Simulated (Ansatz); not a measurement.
System: SiO₂, space group Fm-3m (No. 225) (one of a set of cubic test structures, which need not be the stable phase).

One of the inputs:
```
crystal:
  lattice:
    - [0.0, 2.275746568145, 2.275746568145]
    - [2.275746568145, 0.0, 2.275746568145]
    - [2.275746568145, 2.275746568145, 0.0]
  atoms:
    - { symbol: Si, position: [0, 0, 0] }
    - { symbol: O, position: [0.25, 0.25, 0.25] }
    - { symbol: O, position: [0.75, 0.75, 0.75] }
kpoints:
  mp_grid: { grid: [13, 13, 13] }
hamiltonian:
  xc: r2scan
  pseudopotentials: { kind: paw }
scf:
  occupations: { method: fermi_dirac, width: 0.1 }
output:
  forces: true
  stress: true
```

Launched with:
```bash
ansatz run input.yaml --threads 1
```

Method: equation of state of a cubic crystal from periodic Kohn-Sham density functional theory without spin, third-order Birch-Murnaghan fit to the free energies; pressure corrected for the finite basis (Ansatz 0.2.0 development build). Level: r2SCAN.

```csv
setting,value
structure type,fluorite
atoms in cell,3
space group number,225
lattice centring,face-centred primitive
k mesh,13×13×13
occupation method,Fermi–Dirac
occupation width,0.1 eV
wave cutoff,500 eV
datasets,soft-1 PAW
density tolerance,1e-07 eV
bands,12
density cutoff ratio,4
search for lower states,default
```

Describe the result: the energy above the lowest point and pressure against volume. The volume takes the values 7.3764, 7.6169, 7.8574, 8.0980, 8.3385 Å³/atom.

A third-order Birch–Murnaghan fit gives V0 = 7.73 Å³/atom, B0 = 306 GPa and B′ = 4.4. The energy above the lowest point is 15.5 meV/atom at volume 7.3764 Å³/atom and 37.6 meV/atom at 8.3385 Å³/atom; the lowest computed point is at volume 7.6169 Å³/atom (0.0 meV/atom), and no other minimum shows among the points. The pressure falls from 16.1 GPa at volume 7.3764 Å³/atom to −19.5 GPa at 8.3385 Å³/atom, and changes sign near 7.74 Å³/atom.

| volume (Å³/atom) | energy above the lowest point (meV/atom) | pressure (GPa) |
| --- | --- | --- |
| 7.3764 | 15.5 | 16.1 |
| 7.6169 | 0.0 | 4.9 |
| 7.8574 | 0.1 | −4.7 |
| 8.0980 | 13.3 | −12.7 |
| 8.3385 | 37.6 | −19.5 |

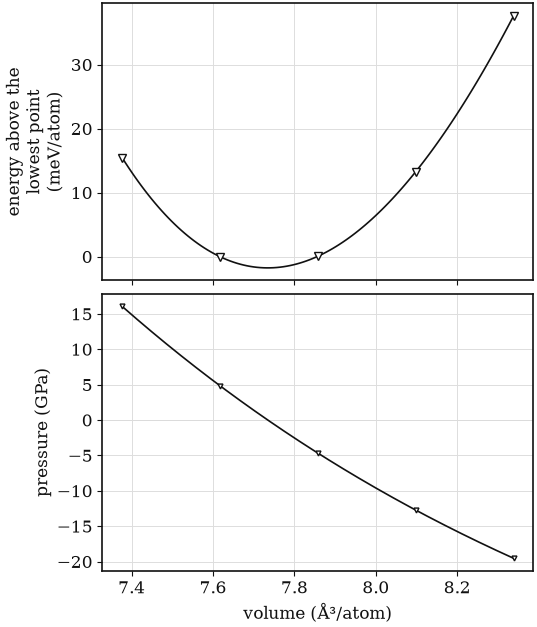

Note: cubic model structure, not the ambient form.
